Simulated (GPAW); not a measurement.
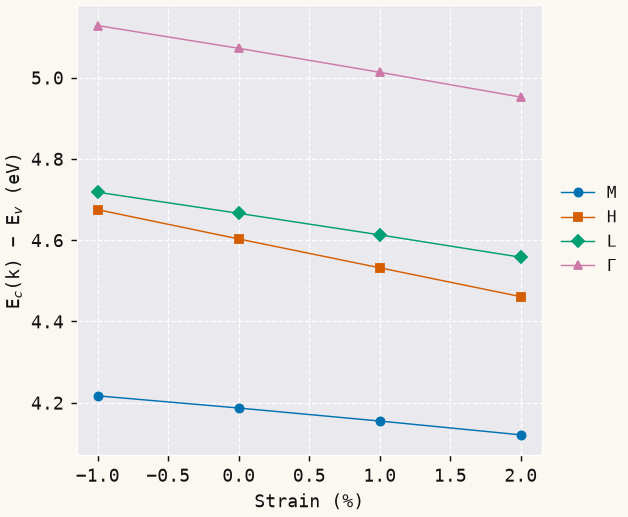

Lowest conduction level at each named k point, counted from the valence-band top at H.

System: layered hexagonal BN, space group P6_3/mmc (No. 194), 4 atoms in the cell; unstrained, a = 2.498 Å, c = 6.636 Å (hexagonal axes). The cell is strained along x, y and z by the value listed. The atoms keep their fractional positions. Method: PBEsol, PAW data sets generated in the run's folder for this functional, no spin polarisation, no spin-orbit coupling, 12×12×4 k mesh, 800 eV cutoff (GPAW 26.7.0).

How does each level move from −1 % to +2 %?

M falls by 0.10 eV, H falls by 0.22 eV, L falls by 0.16 eV and Γ falls by 0.18 eV.

Which of these conduction levels is lowest, and does that change?

The lowest is the one at M, over the whole range.

The values:
| strain | M (eV) | H (eV) | L (eV) | Γ (eV) | gap on the mesh (eV) |
| --- | --- | --- | --- | --- | --- |
| −1 % | 4.22 | 4.67 | 4.72 | 5.13 | 4.17 |
| 0 % | 4.19 | 4.60 | 4.67 | 5.07 | 4.14 |
| +1 % | 4.15 | 4.53 | 4.61 | 5.01 | 4.11 |
| +2 % | 4.12 | 4.46 | 4.56 | 4.95 | 4.08 |

The smallest gap over all k points computed is 4.17, 4.14, 4.11 and 4.08 eV in turn; it lies up to 0.05 eV under the lowest value plotted. LDA, GGA and most meta-GGA functionals understate gaps.
